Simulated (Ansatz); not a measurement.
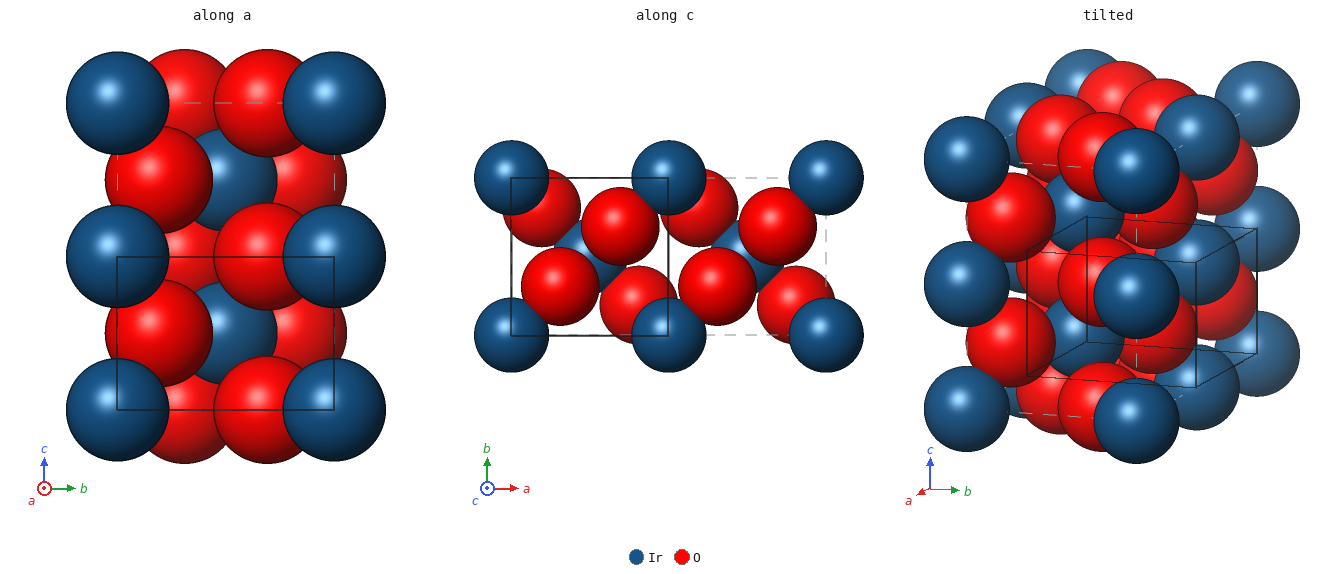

The figure gives a space-filling picture of the atoms, viewed along the a axis, along the c axis and slightly off an axis. Solid lines give the conventional unit cell, repeated here 2×1×2 times. Cell: a = 4.433 Å, b = 4.433 Å, c = 3.136 Å, α = 90.00°, β = 90.00°, γ = 90.00°.

- The material is IrO2.
- The symmetry is that of P4_2/mnm (No. 136), on a primitive tetragonal lattice.
- In terms of structure types, this is rutile.
- It has 6 atoms to the cell (2 Ir, 4 O).
- Each Ir atom is coordinated by six O in a distorted octahedral arrangement at about 1.9 Å. Around each O lie three Ir at about 1.9 Å.

Provenance: a structure listed in the Materials Project, with elements exchanged, so it need not be a known form of the compound. Atoms and cell were optimised with DFT LDA, scalar-relativistic, plane waves, PAW (Ansatz 0.2.0).
